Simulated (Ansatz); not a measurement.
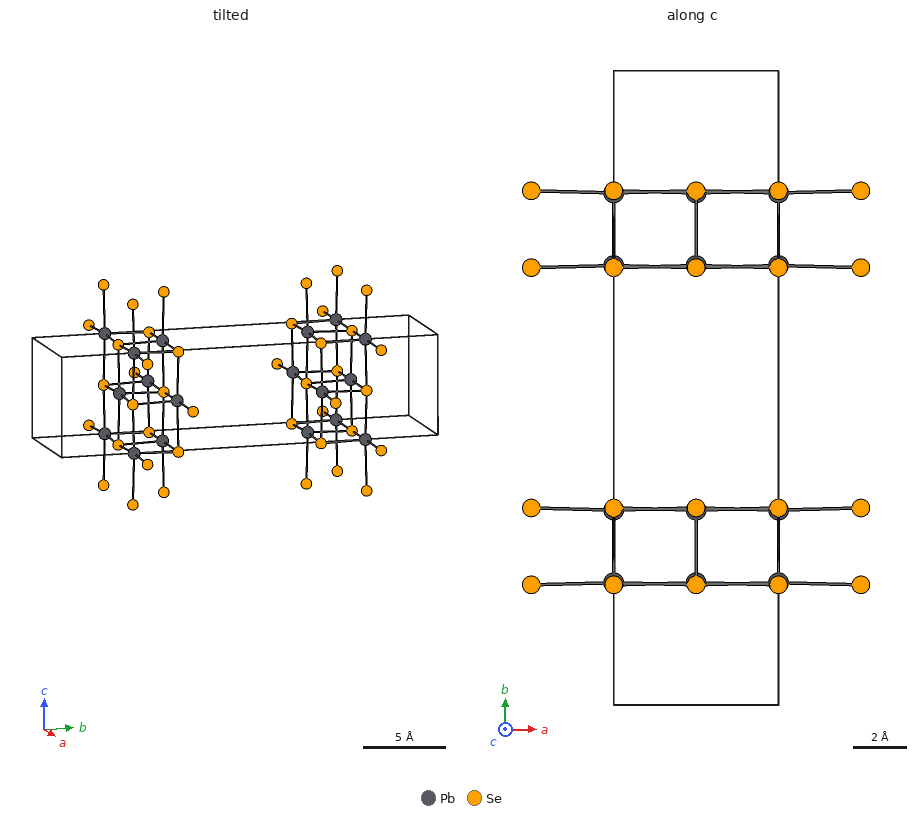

Figure: ball-and-stick view slightly off an axis and along the c axis. The lines enclose the conventional unit cell; boundary atoms appear with their images. Some neighbours outside the box are added.

PbSe, space group Fmm2 (No. 42), a = 6.236 Å, b = 24.002 Å, c = 6.251 Å, α = 90.00°, β = 90.00°, γ = 90.00°. Origin of the cell: a structure listed in the Materials Project. Earlier steps of the study may have refined or changed the cell and positions. Ansatz was used for an electronic-structure calculation on it.

This one geometry was computed with Ansatz (DFT, plane waves, PAW) at three levels of theory: PBE with spin-orbit coupling, r2SCAN and PBE.

> How does the band gap change with the level of theory?

PBE with spin-orbit coupling: a gap of 1.31 eV on the k-mesh; PBE: a gap of 1.55 eV on the k-mesh; r2SCAN: a gap of 1.88 eV on the k-mesh.

> Collect the results in a table.

| level | cutoff (eV) | k-mesh of the run's cell | gap (eV) | pressure (GPa) |
| --- | --- | --- | --- | --- |
| PBE with spin-orbit coupling | 420 | 6×6×6 | 1.31 | -0.1 |
| r2SCAN | 500 | 8×8×8 | 1.88 | -0.5 |
| PBE | 420 | 8×8×8 | 1.55 | 0.0 |

Gaps are taken on the k-mesh or band path of each run.
